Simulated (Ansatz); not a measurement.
**Ru: 6 runs along one coordinate**

System: Ru (Fm-3m, 1 atom in the cell).
Method: DFT, revPBE, plane waves (420 eV) with PAW, scalar-relativistic, no spin polarisation (Ansatz 0.2.0).

The 6 runs differ only in the geometry, by an even scaling of the cell at fixed fractional positions.

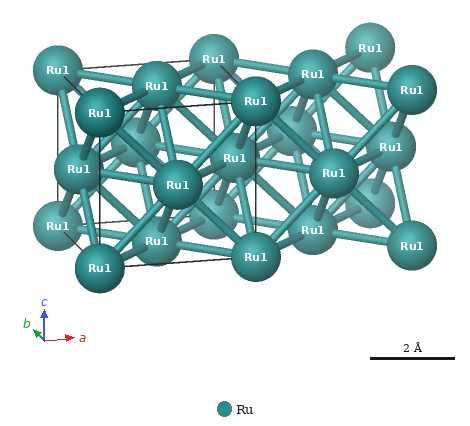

Figure 1. The structure of run 4 (ball-and-stick view of the cell 4 times as large as that of the calculation, set on its symmetry axes, repeated 2 × 1 × 1, seen slightly off an axis; atoms are numbered from 1 in the order of the input).

## Input of run 4
```yaml
crystal:
  lattice:
    - [0.0, 1.9379137711, 1.9379137711]
    - [1.9379137711, 0.0, 1.9379137711]
    - [1.9379137711, 1.9379137711, 0.0]
  atoms:
    - { symbol: Ru, position: [0.0, 0.0, 0.0] }
hamiltonian:
  xc: revpbe
  pseudopotentials:
    kind: paw
    azcp:
      Ru: "pseudopotentials/Ru.paw.azcp"
basis:
  ecutwfc: 420
  fft_grid_basis: typed
kpoints:
  mp_grid: { grid: [16, 16, 16], shift: [0, 0, 0] }
magnetization:
  spin_polarized: false
scf:
  occupations: { method: fermi_dirac, width: 0.1 }
  lower_state_search: "off"
output:
  stress: true
```

Lattice vectors (Å) and fractional positions of run 4:
```
   0.000000    1.937914    1.937914
   1.937914    0.000000    1.937914
   1.937914    1.937914    0.000000
Ru  0.000000  0.000000  0.000000
```

Run 2 differs from it as follows:
```diff
-    - [0.0, 1.9379137711, 1.9379137711]
-    - [1.9379137711, 0.0, 1.9379137711]
-    - [1.9379137711, 1.9379137711, 0.0]
+    - [0.0, 1.8603126742, 1.8603126742]
+    - [1.8603126742, 0.0, 1.8603126742]
+    - [1.8603126742, 1.8603126742, 0.0]
```

## Results, with one run withheld

| run | volume per atom (Å³) | free energy per atom, from the lowest run given (meV) | pressure (GPa) |
| --- | --- | --- | --- |
| 1 | 12.316 | 234.85 | 50.81 |
| 2 | 12.876 | ? | ? |
| 3 | 13.996 | 0.00 | −0.10 |
| 4 | 14.556 | 19.27 | −10.51 |
| 5 | 15.116 | 70.88 | −18.70 |
| 6 | 15.675 | 147.87 | −25.10 |

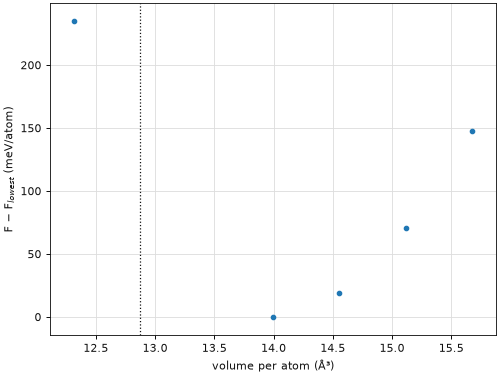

Figure 2. Free energy per atom of the runs given; the dotted line marks run 2.

Fit the runs given and predict run 2.

A cubic polynomial in V^(−2/3) (the Birch–Murnaghan form), fitted to the 5 runs given, misses them by under 0.01 meV per atom. With x = V^(−2/3) − 0.17013 Å⁻², it reads F = 4.2408 − 4029.1 x + 9.5168e+05 x² + 2.5187e+06 x³ (meV per atom). At run 2 it gives 95.33 meV per atom, and the run itself gives 95.52. The slope of the fit gives a pressure −dF/dV of 29.74 GPa there, and the run prints 29.76 GPa. The fit has its minimum at 13.991 Å³ per atom, where V d²F/dV² gives 292 GPa: the bulk modulus at this level, since symmetry fixes the shape and the positions.

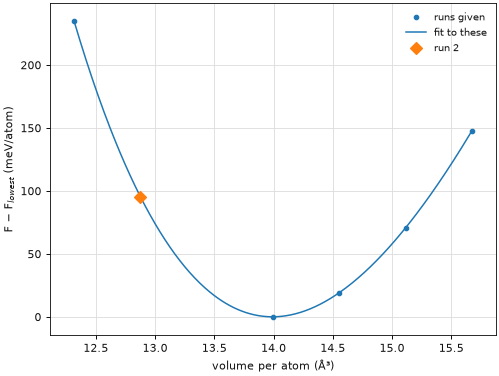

Figure 3. The fit and the withheld run.

## Output, shortened to warnings, some set-up lines, iterations and results (run 2)
```
Basis set: ecut = 420 eV, 259 PW (Γ)
Symmetry: 48 space group operations
k-points: 145 of 4096
Initial density: superposition of atomic densities (neutral atoms: chi_scale 0, normalization atom), corrected by the library's trained network
[...]
SCF iter   1: F=—  HF=-5883.687801 eV  |F-HF|=—  |Δ(HF+E_count)|=         —  Δρ=5.86e-3  dr2=1.16e-3  ethr=1.77e-3  ⟨swp⟩=5.0  Hψ=9768  notcnv=0
SCF iter   2: F=—  HF=-5883.687328 eV  |F-HF|=—  |Δ(HF+E_count)|=   4.73e-4  Δρ=2.86e-3  dr2=2.14e-4  ethr=7.24e-6  ⟨swp⟩=2.1  Hψ=3800  notcnv=0
SCF iter   3: F=—  HF=-5883.687400 eV  |F-HF|=—  |Δ(HF+E_count)|=   7.21e-5  Δρ=1.05e-3  dr2=4.02e-5  ethr=1.34e-6  ⟨swp⟩=2.5  Hψ=2727  notcnv=0
SCF iter   4: F=—  HF=-5883.687415 eV  |F-HF|=—  |Δ(HF+E_count)|=   1.50e-5  Δρ=1.25e-4  dr2=1.22e-6  ethr=2.51e-7  ⟨swp⟩=2.8  Hψ=2984  notcnv=0
SCF iter   5: F=-5883.687415 eV  HF=-5883.687415 eV  |F-HF|=2.98e-8  |Δ(HF+E_count)|=   8.39e-8  Δρ=1.91e-5  dr2=4.07e-8  ethr=7.64e-9  ⟨swp⟩=2.2  Hψ=2677  notcnv=0
SCF iter   6: F=-5883.687415 eV  HF=-5883.687415 eV  |F-HF|=1.60e-9  |Δ(HF+E_count)|=   1.18e-8  Δρ=4.69e-6  dr2=2.43e-9  ethr=2.54e-10  ⟨swp⟩=1.6  Hψ=5308  notcnv=0
SCF 1 converged in 6 iterations: F = -5883.687415 eV  dr2 = 2.43e-9
SCF converged after 6 iterations
Free energy (F): -5883.687415 eV
Harris-Foulkes:  -5883.687415 eV  (|F-HF|=1.60e-9)
Internal energy: -5883.653989 eV  (E = F + TS)
E sigma→0 (E₀):  -5883.670702 eV
Entropy (-TS):   -0.033426 eV (-33.426 meV/atom)
Fermi energy:    25.087563 eV
--- Per-component energies (eV) ---
  E_band       = -29.267728
  E_kinetic    = 517.125693
  E_local      = -1201.843187  (includes V_loc(G=0)·N_el)
  E_nonlocal   = 342.802990
  E_hartree    = 387.372226
  E_xc         = -191.701609
  E_vxc        = -240.617146  (∫ρ·V_xc dr)
  E_paw        = -3466.050362  (= ΣΔE_a)
  E_vpaw       = -221.482290  (= ΣTr[D̂ρ^β])
  E_aug_tail   = -0.000186  (compensation charges beyond the density's cutoff)
  E_ewald      = -2271.287466
  E_core_change = -0.072087  (= ΣΔE_core)
  E_smearing   = -0.033426  (= −TS)
  E_closure    = -0.000000  (closes the sum)
  Σ components = -5883.687415   (vs F -5883.687415, Δ=0.00e0)
--- Stress (GPa, compression-positive) ---
       29.758995       0.000000       0.000000
        0.000000      29.758995       0.000000
        0.000000      -0.000000      29.758995
  P = ⅓ Tr σ = 29.7590 GPa (297.590 kbar)
```
